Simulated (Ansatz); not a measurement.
## Electronic structure of WS$_{4}$ (slab) in real space

The calculation's input:

```
crystal:
  lattice:
    - [3.147606804, 0.0, 0.0]
    - [-1.573803402, 2.7259074534, 0.0]
    - [0.0, 0.0, 24.6075295395]
  atoms:
    - { symbol: S, position: [0.6666666667, 0.3333333333, 0.3047847606] }
    - { symbol: S, position: [0.3333333333, 0.6666666667, 0.4363324949] }
    - { symbol: W, position: [0.6666666667, 0.3333333333, 0.5000072975] }
    - { symbol: S, position: [0.3333333333, 0.6666666667, 0.5636675051] }
    - { symbol: S, position: [0.0, 0.0, 0.6952152394] }
basis:
  ecutwfc: 420
kpoints:
  mp_grid: { grid: [9, 9, 1] }
hamiltonian:
  xc: pbesol
scf:
  occupations: { method: gaussian, width: 0.05 }
output:
  forces: true
  eigenvalues: true
  write_density: true
  write_potential: true
  elf: true
  volumetric_format: npy
relax:
  adjacent_minimum: "off"
  f_tol: 0.02
  max_steps: 60
efield:
  axis: 3
  dipole_correction: true
  ramp_width: 0.04
```

Command:

```sh
ansatz run input.yaml --threads 1 --pin off --max-ram 2560MiB --backend cpu --events-out ev --progress --plain --runs-dir out
```

The fields are those of the relaxed geometry.

These are results of DFT PBEsol, scalar-relativistic, plane waves, PAW (Ansatz 0.2.0), not measurements.

In a PAW calculation such maps are meaningful between the atoms, not at the nuclei.

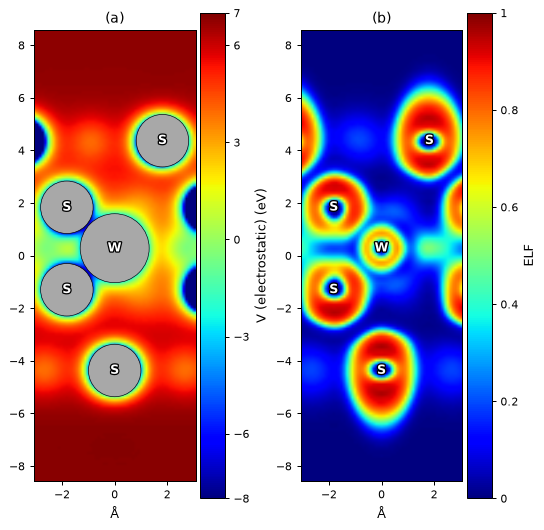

Figure 1. (a) electrostatic potential (local pseudopotential plus Hartree) felt by an electron; (b) electron localisation function on the (110) plane of the calculation cell, a cut from vacuum to vacuum. Grey discs cover the atomic cores in the potential map.

Describe what can be read from this map.

The plane passes through S and W nuclei. W–S (2.39 Å): the ELF peaks at about 0.85 in the valence shell of S, 0.8 Å from its nucleus, and is about 0.45 at the midpoint. The features right at W lie inside the PAW spheres, where the map follows smoothed inner orbitals and isn't to be read closely. Outside the cores the potential energy rises away from the atoms and is highest in the vacuum; its zero is arbitrary.

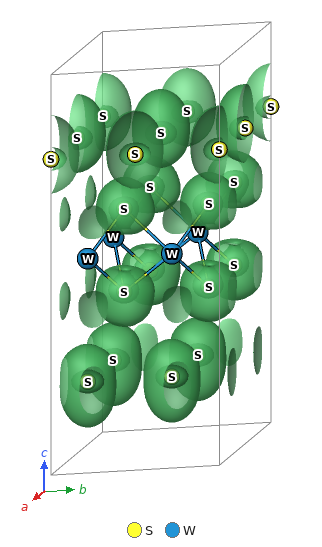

Figure 2. Isosurface of the ELF at 0.7 (green), seen slightly off an axis. Core shells and regions of very low density are left out. Sticks mark near contacts.

What do the ELF domains correspond to?

The ELF exceeds this value in four regions wrapped around S (the valence shell of each), counted in one cell of 5 atoms. Counts are for one cell; the picture repeats the cell along the surface.

Does the calculation make it a metal, or give it a gap?

It is metallic or semimetallic at this level of theory: no gap opens.
